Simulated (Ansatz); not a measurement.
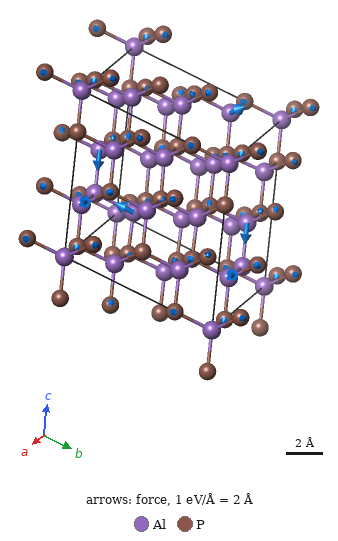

Starting geometry of a defect cell of composition Al₁₇P₁₅ (cell charge −2) with the computed forces as blue arrows. Style: ball-and-stick. Shown: the cell of the calculation, slightly off an axis.

Case: Al on a P site (c), charge -2, atoms relaxed at the host's cell.

All numbers below come from Ansatz, DFT PBE, scalar-relativistic, plane waves, PAW.

Input
```yaml
crystal:
  lattice:
    - [-5.5073398843, 5.5073398843, -5.5073398843]
    - [5.5073398843, -5.5073398843, -5.5073398843]
    - [-5.5073398843, -5.5073398843, 5.5073398843]
  atoms:
    - { symbol: Al, position: [0.5, 0.2607320695, 0.25] }
    - { symbol: Al, position: [0.2527130708, 0.2508662966, 0.5008662966] }
    - { symbol: Al, position: [-0.0018467742, 0.2472869292, 0.7481532258] }
    - { symbol: Al, position: [0.7607320695, 0.0, 0.25] }
    - { symbol: Al, position: [0.7508662966, 0.2508662966, 0.0027130708] }
    - { symbol: Al, position: [0.5, 0.0, 0.5107320695] }
    - { symbol: Al, position: [0.2491337034, 0.0, 0.7518467742] }
    - { symbol: Al, position: [0.0018467742, 0.7491337034, 0.25] }
    - { symbol: Al, position: [1.0018467742, 1.0, 0.9991337034] }
    - { symbol: Al, position: [0.7508662966, 0.7527130708, 0.5008662966] }
    - { symbol: Al, position: [0.5, 0.7491337034, 0.7518467742] }
    - { symbol: Al, position: [0.2491337034, 0.5018467742, 0.25] }
    - { symbol: Al, position: [0.2392679305, 0.7392679305, -0.0107320695] }
    - { symbol: Al, position: [-0.0018467742, 0.4981532258, 0.4972869292] }
    - { symbol: Al, position: [0.7472869292, 0.4981532258, 0.7481532258] }
    - { symbol: Al, position: [0.5, 0.5018467742, -0.0008662966] }
    - { symbol: Al, position: [0.5, 0.0, 0.25] }
    - { symbol: P, position: [0.2474950708, 0.0, 0.5034083038] }
    - { symbol: P, position: [0.0, 0.0, 0.75] }
    - { symbol: P, position: [0.7534083038, 0.7474950708, 0.25] }
    - { symbol: P, position: [0.7534083038, 0.0, -0.0025049292] }
    - { symbol: P, position: [0.5, 0.7474950708, 0.5034083038] }
    - { symbol: P, position: [0.2465916962, 0.7465916962, 0.7440867669] }
    - { symbol: P, position: [0.0, 0.5, 0.25] }
    - { symbol: P, position: [-0.0059132331, 0.7465916962, -0.0034083038] }
    - { symbol: P, position: [0.7525049292, 0.5059132331, 0.5025049292] }
    - { symbol: P, position: [0.5, 0.5, 0.75] }
    - { symbol: P, position: [0.2474950708, 0.2534083038, 0.25] }
    - { symbol: P, position: [0.2465916962, 0.4940867669, -0.0034083038] }
    - { symbol: P, position: [0.0059132331, 0.2525049292, 0.5025049292] }
    - { symbol: P, position: [0.7525049292, 0.2525049292, 0.7559132331] }
    - { symbol: P, position: [0.5, 0.2534083038, -0.0025049292] }
  host:
    lattice:
      - [0.0, 2.7536699422, 2.7536699422]
      - [2.7536699422, 0.0, 2.7536699422]
      - [2.7536699422, 2.7536699422, 0.0]
    atoms:
      - { symbol: Al, position: [0.0, 0.0, 0.0] }
      - { symbol: P, position: [0.75, 0.75, 0.75] }
total_charge: -2
basis:
  ecutwfc: 420
  xc_grid: 2
kpoints:
  mp_grid: { grid: [2, 2, 2], shift: [0.5, 0.5, 0.5] }
hamiltonian:
  xc: pbe
scf:
  occupations: { method: gaussian, width: 0.01 }
output:
  forces: true
  stress: false
  eigenvalues: true
  charged_corrections:
    defect_position: [0.5, 0.0, 0.25]
    epsilon: [[10.3826, 0.0, 0.0], [0.0, 10.3826, 0.0], [0.0, 0.0, 10.3826]]
  write_density: true
  write_potential: true
  elf: true
  volumetric_format: npy
relax:
  adjacent_minimum: "off"
  f_tol: 0.025
  max_steps: 45
```

Launched with:
```bash
ansatz run input.yaml --threads 4 --pin off --max-ram 6144MiB --backend cpu --events-out ev --progress --plain --runs-dir out
```

> Is this structure relaxed? If not, where do the atoms go?

It isn't relaxed: the largest force vector, on Al atoms, is 0.62 eV/Å. The atoms end up moving mostly along the starting forces (cosine between the two patterns 0.91). After 2 geometry steps the energy has fallen by 77.1 meV per cell of the calculation. Largest force component: 0.36 eV/Å at the start, 0.0039 eV/Å at the end. The largest moves, 0.054 Å, are those of Al1, Al4, Al6 and Al13. Al1 goes along −b. By element the largest moves are Al 0.054 Å, P 0.011 Å. The cell doesn't change. Near-neighbour distances that change, for instance: Al13–Al17 2.487 → 2.433 Å, Al13–P23 2.386 → 2.402 Å, Al10–P26 2.365 → 2.357 Å.

Limits of the set-up: the cell is charged, on a uniform background, and energies carry no finite-size correction.
